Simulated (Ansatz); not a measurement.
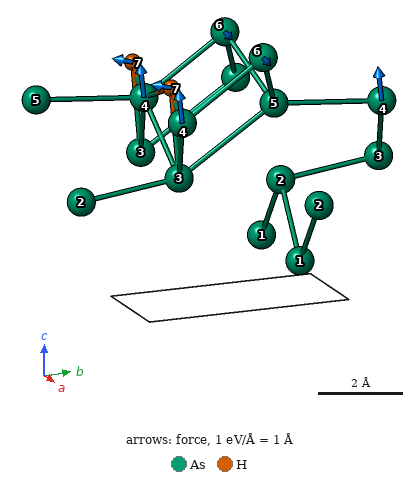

Starting geometry of a slab of composition As$_{6}$H (cut from the Cmce phase) with the computed forces as blue arrows. Style: ball-and-stick. Shown: the cell of the calculation, outlined in the plane, without the vacuum, slightly off an axis.

Case: H put at a hollow As-As-As site. The slab is the (0 0 1) face of As with H on it. 3 atoms are held fixed.

Level of theory: DFT PBEsol, scalar-relativistic, plane waves, PAW (Ansatz). Settings: plane-wave cutoff 420 eV; k-point mesh 8 × 6 × 1; occupations gaussian; smearing width 0.1 eV; no spin polarisation; dipole correction; atoms relaxed in a fixed cell; force threshold 0.03 eV/Å; at most 70 steps.

### What follows when this structure is relaxed?

It isn't relaxed: the largest force vector, on As4, is 0.87 eV/Å. The final displacements follow the starting forces only in part (cosine between the two patterns 0.56). H7 moves most: 1.08 Å at 46° to the normal (+c side). Largest moves by element: H 1.08 Å, As 0.84 Å. The cell stays as it was. Near-neighbour distances that change, for instance: As3–H7 2.219 → 3.118 Å, As3–As4 2.538 → 3.355 Å, As4–H7 1.950 → 2.612 Å, As4–H7 (another image) 1.947 → 1.563 Å. Bond angles that change, for instance: As4–As5–As6 108.2° → 92.1°, As3–As5–As6 96.0° → 106.4°, As5–As4–As6 141.9° → 152.0°. Over 12 accepted moves (13 points after the start) the energy falls by 0.751 eV per cell of the calculation. Largest force component: 0.86 eV/Å at the start, 0.011 eV/Å at the end. The line search rejected the trial step at point 11 of the run.

Limits of the set-up: the periodic images lie only 3.7 Å apart, so the values are limited by the cell's size.
